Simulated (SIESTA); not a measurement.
**Energy of Sn along an even scaling of the cell**

System: Sn (1 atom in the cell).
Method: Kohn-Sham DFT of a periodic cell, PBE, PseudoDojo 0.4 standard, converted to PSML, no spin polarisation (SIESTA 5.4.2).

The 7 runs differ only in the geometry, by an even scaling of the cell at fixed fractional positions. The structure derives from a Materials Project entry.

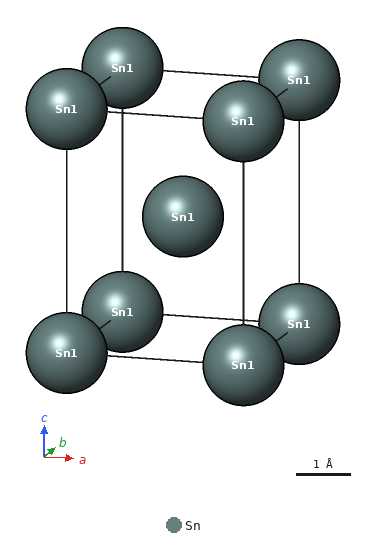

Figure 1. The structure of run 4 (spheres-only view of the cell 2 times as large as that of the calculation, set on its symmetry axes, seen slightly off an axis; atoms are numbered from 1 in the order of the input).

**Input of run 4**
```
SystemName                      Sn
SystemLabel                     Sn
NumberOfSpecies                 1
NumberOfAtoms                   1
%block ChemicalSpeciesLabel
  1  50 Sn
%endblock ChemicalSpeciesLabel

UseStructFile                   true

%block kgrid.MonkhorstPack
   11   0   0  0.0
    0  11   0  0.0
    0   0  11  0.0
%endblock kgrid.MonkhorstPack
XC.Functional                   GGA
XC.Authors                      PBE
PAO.BasisSize                   DZP
PAO.EnergyShift                 0.002 Ry
Mesh.Cutoff                     500 Ry
OccupationFunction              FD
ElectronicTemperature           0.05 eV
MaxSCFIterations                120
SCF.MustConverge                false
SCF.Mixer.Method                Pulay
SCF.Mixer.Weight                0.25
SCF.Mixer.History               8
SCF.DM.Tolerance                5.0e-05
SCF.H.Tolerance                 1.0e-03 eV
WriteForces                     true
Charge.Mulliken                 end
Charge.Hirshfeld                end
Charge.Voronoi                  end
SaveRho                         true
SaveElectrostaticPotential      true
```

**File Sn.STRUCT_IN of run 4**
```
  -1.7265390000     1.7755470000     2.3383420000
   1.7265390000    -1.7755470000     2.3383420000
   1.7265390000     1.7755470000    -2.3383420000
1
1  50    0.0000000000     0.0000000000     0.0000000000
```

Command:
```bash
siesta < Sn.fdf > Sn.out 2>&1
```

Run 3 has the same physical settings and fractional positions; its lattice vectors (Å) are:
```
  -1.714951    1.763630    2.322648
   1.714951   -1.763630    2.322648
   1.714951    1.763630   -2.322648
```

**Results, with one run withheld**

```tsv
run	volume per atom (Å³)	free energy per atom, from the lowest run given (meV)	pressure (GPa)
1	26.953	13.91	3.01
2	27.526	5.01	1.96
3	28.100	?	?
4	28.673	0.00	−0.04
5	29.247	1.49	−0.79
6	29.820	5.83	−1.61
7	30.394	12.81	−2.24
```

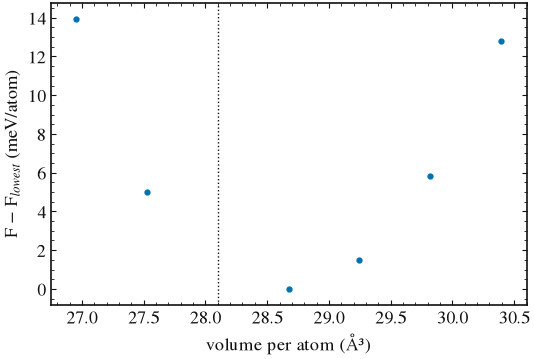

Figure 2. Free energy per atom of the runs given; the dotted line marks run 3.

Fit the runs given and predict run 3.

A cubic polynomial in V^(−2/3) (the Birch–Murnaghan form), fitted to the 6 runs given, misses them by at most 0.34 meV per atom. With x = V^(−2/3) − 0.10662 Å⁻², it reads F = −0.28103 − 540.55 x + 7.3423e+05 x² + 9.2719e+06 x³ (meV per atom). At run 3 it gives 0.72 meV per atom, and the run itself gives 1.31. The slope of the fit gives a pressure −dF/dV of 0.76 GPa there, and the run prints 0.84 GPa. Energies and printed pressures part between runs 2 and 3: the energies differ there by 1.3 meV per atom from what the pressures give, and by at most 0.1 in the other intervals. A smooth fit can't follow such a step, as when the grid or the electronic state changes between two volumes. The fit has its minimum at 28.577 Å³ per atom, where V d²F/dV² gives 42.5 GPa. Cell shape and fractional positions are held, so this is the stiffness under even scaling; the relaxed bulk modulus wasn't computed.

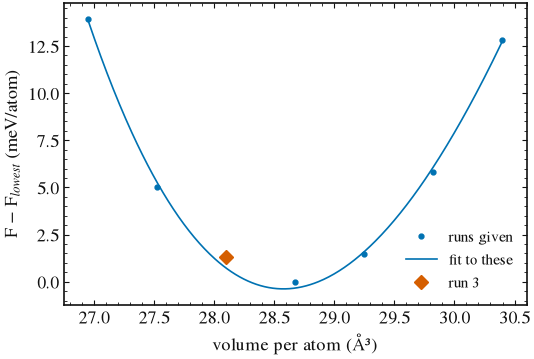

Figure 3. The fit and the withheld run.

**Some lines of the output (run 3)**
```
[...]
outcell: Cell volume (Ang**3)        :     28.0998
stepf: Fermi-Dirac step function
siesta: Etot    =     -2144.094788
siesta: FreeEng =     -2144.098463
        iscf     Eharris(eV)        E_KS(eV)     FreeEng(eV)     dDmax    Ef(eV) dHmax(eV)
siesta: E_KS(eV) =            -2144.1185
siesta: E_KS - E_eggbox =     -2144.1185
siesta: Etot    =     -2144.118523
siesta: FreeEng =     -2144.122008
siesta:         Fermi =      -4.430461
siesta: Cell volume =         28.099763 Ang**3
    Orbital volume contribution        =           1.685233 eV
```

Notes: With a small basis of atomic orbitals these values can differ much from converged plane-wave results.
